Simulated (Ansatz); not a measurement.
The calculation's input:

```
crystal:
  lattice:
    - [0.0, -3.8767405791, -4.4288126076]
    - [0.0, -3.8767405791, 4.4288126076]
    - [-10.962394547, 0.0, 0.0]
  atoms:
    - { symbol: Ge, position: [0.317908696, 0.932091304, 0.6232454861] }
    - { symbol: Ge, position: [0.317908696, 0.432091304, 0.8767545139] }
    - { symbol: Ge, position: [0.817908696, 0.932091304, 0.8767545139] }
    - { symbol: Ge, position: [0.682091304, 0.567908696, 0.1232454861] }
    - { symbol: Ge, position: [0.182091304, 0.067908696, 0.1232454861] }
    - { symbol: Ge, position: [-0.182091304, 0.432091304, 0.6232454861] }
    - { symbol: Ge, position: [0.682091304, 0.067908696, 0.3767545139] }
    - { symbol: Se, position: [0.8739068601, 0.3760931399, 0.8546283823] }
    - { symbol: Se, position: [0.3739068601, 0.8760931399, 0.8546283823] }
    - { symbol: Se, position: [0.3739068601, 0.3760931399, 0.6453716177] }
    - { symbol: Se, position: [0.8739068601, 0.8760931399, 0.6453716177] }
    - { symbol: Se, position: [0.6260931399, 0.6239068601, 0.3546283823] }
    - { symbol: Se, position: [0.1260931399, 0.1239068601, 0.3546283823] }
    - { symbol: Se, position: [0.1260931399, 0.6239068601, 0.1453716177] }
    - { symbol: Se, position: [0.6260931399, 0.1239068601, 0.1453716177] }
total_charge: -2
basis:
  ecutwfc: 420
kpoints:
  mp_grid: { grid: [4, 4, 2] }
hamiltonian:
  xc: pbe
  dispersion: d3bj
scf:
  occupations: { method: gaussian, width: 0.05 }
output:
  forces: true
  stress: true
  eigenvalues: true
  write_density: true
  write_potential: true
  elf: true
  volumetric_format: npy
relax:
  adjacent_minimum: "off"
  f_tol: 0.02
  max_steps: 50
```

Run with:

```sh
ansatz run input.yaml --threads 4 --pin off --max-ram 9216MiB --backend cpu --events-out ev --progress --plain --runs-dir out
```

The fields are those of the relaxed geometry.

Method: DFT PBE+D3(BJ), scalar-relativistic, plane waves, PAW in Ansatz 0.2.0.

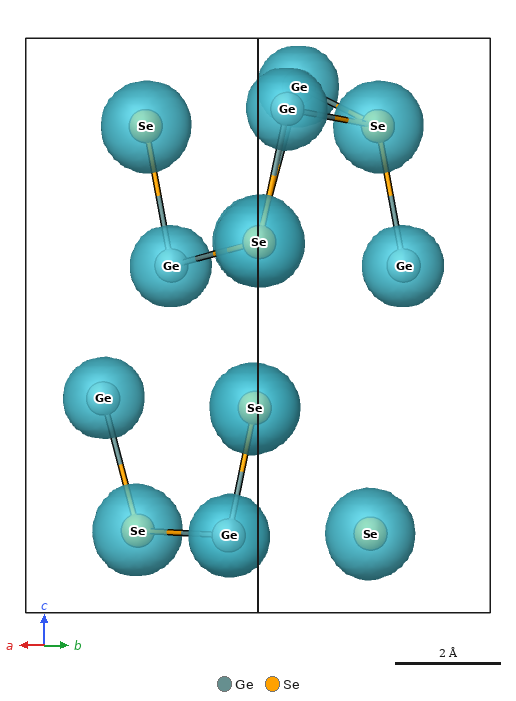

Ge₇Se₈ (cell charge −2, with a compensating background) (cell with a defect). Isosurface of the valence charge density (pseudo) at 0.8 e/Å³ (cyan), seen along [110]. Sticks mark near contacts.

The density is the valence pseudo-density of a PAW calculation; it isn't the true density close to the nuclei.

> How is the density connected at this value?

At this value the density breaks into separate islands; it holds about 70 % of the electrons treated as valence (semicore included). It bridges none of the near contacts. It is pinched off along the shortest Ge–Se (2.48 Å), Ge–Se (2.54 Å), Ge–Se (2.59 Å) and Ge–Se (2.63 Å) contacts. On the grid the lowest density along these lines, outside the cores, is 0.47 e/Å³ (Ge–Se, 2.48 Å), 0.43 e/Å³ (Ge–Se, 2.54 Å), 0.41 e/Å³ (Ge–Se, 2.59 Å) and 0.35 e/Å³ (Ge–Se, 2.63 Å).
